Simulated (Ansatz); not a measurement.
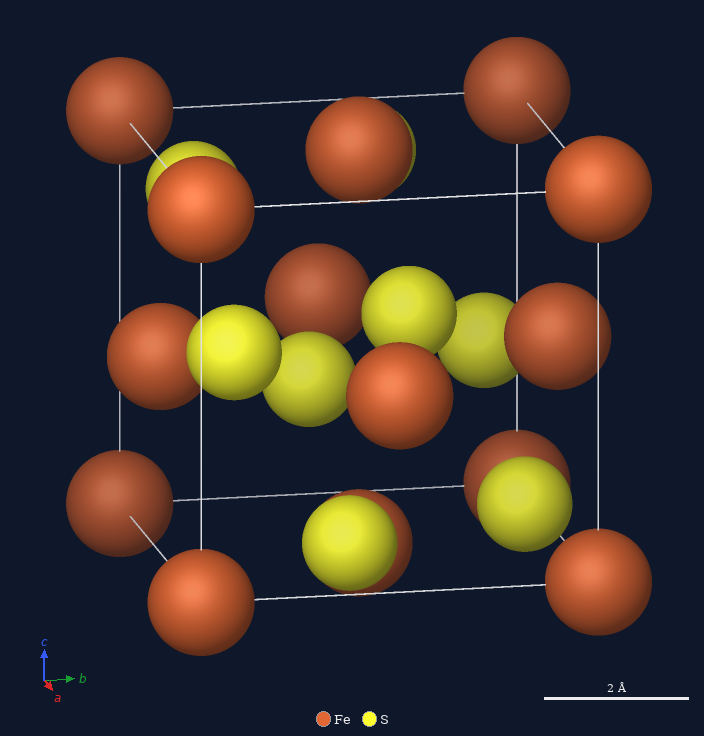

A spheres-only rendering, viewed slightly off an axis. The lines enclose the simulation cell; boundary atoms appear with their images.

```
CELL_PARAMETERS angstrom
5.64131 0.00000 0.00000
0.00000 5.64131 0.00000
0.00000 0.00000 5.64131
ATOMIC_POSITIONS crystal
Fe 0.00000 0.00000 0.00000
Fe 0.50000 0.00000 0.50000
Fe 0.50000 0.50000 0.00000
Fe 0.00000 0.50000 0.50000
S 0.39550 0.39550 0.39550
S 0.10450 0.60450 0.89550
S 0.89550 0.10450 0.60450
S 0.60450 0.89550 0.10450
S 0.60450 0.60450 0.60450
S 0.89550 0.39550 0.10450
S 0.10450 0.89550 0.39550
S 0.39550 0.10450 0.89550
```

Method: Ansatz, DFT, PAW plane waves, PBEsol; plane waves up to 420 eV, a 6×6×6 k-point grid, Fermi-Dirac smearing of 0.1 eV, no spin polarisation (a spin-restricted run, not always the ground state). The pressure of the cell is -17 GPa.

How are the electrons shared out in a Bader analysis?

Fe +0.70 e; S -0.35 e.

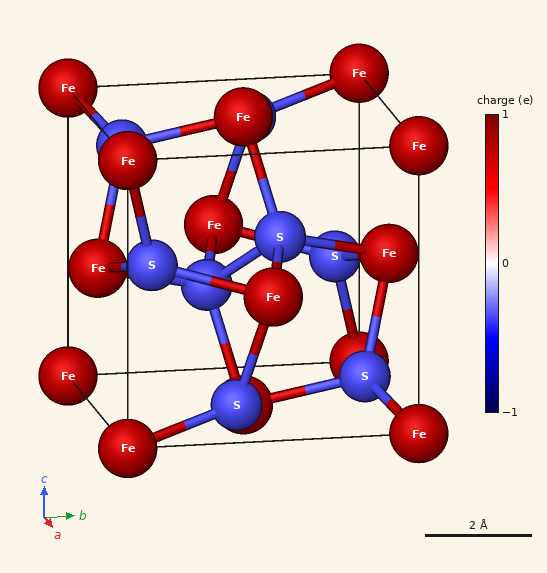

The atoms coloured by those charges.

The structure is a generated cell, made by putting these elements into a known structure type (the compound may or may not exist in this form); no relaxation was done. An electronic-structure calculation with Ansatz was run on it.

At this level of theory the cell isn't at rest (stretched, at -17 GPa and forces up to 1.2 eV/Å), so its distances can differ from those at equilibrium, the more so the softer the solid.
